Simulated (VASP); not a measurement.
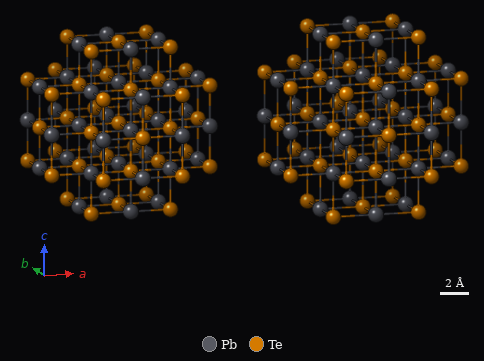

Two geometries of solid TePb (set up in Fm-3m), drawn at one scale. One is the start of a relaxation, the other its converged end. Style: ball-and-stick. Shown: the conventional cell (4 times the calculation's cell), slightly off an axis. Lengths and directions refer to the drawn axes.

The calculation used Kohn-Sham DFT of a periodic cell, RPBE with D3(BJ), VASP PAW PBE potentials, recommended in VASP 6.6.1. Settings: plane-wave cutoff 600 eV; k-point mesh 7 × 7 × 7; occupations fermi-dirac; smearing width 0.05 eV; no spin polarisation.

> Which of the two is the end point?

The left one is the relaxed one. The run lets cell and atoms move. After 5 geometry steps the energy has fallen by 273 meV per atom. All forces vanish by symmetry, so only the cell relaxes. Pressure: −10.48 GPa at the start and 0.01 GPa at the end. No atom moves by more than 0.005 Å relative to the cell. The volume changes by −20.1 %, with a = b = c 6.462 → 5.997 Å (−7.2 %). Near-neighbour distances that change, for instance: Pb–Te 3.231 → 2.999 Å. The space group stays Fm-3m (No. 225). The volume changes by over a tenth within one run on a fixed set of plane waves, so the end point should be relaxed again from the new cell.
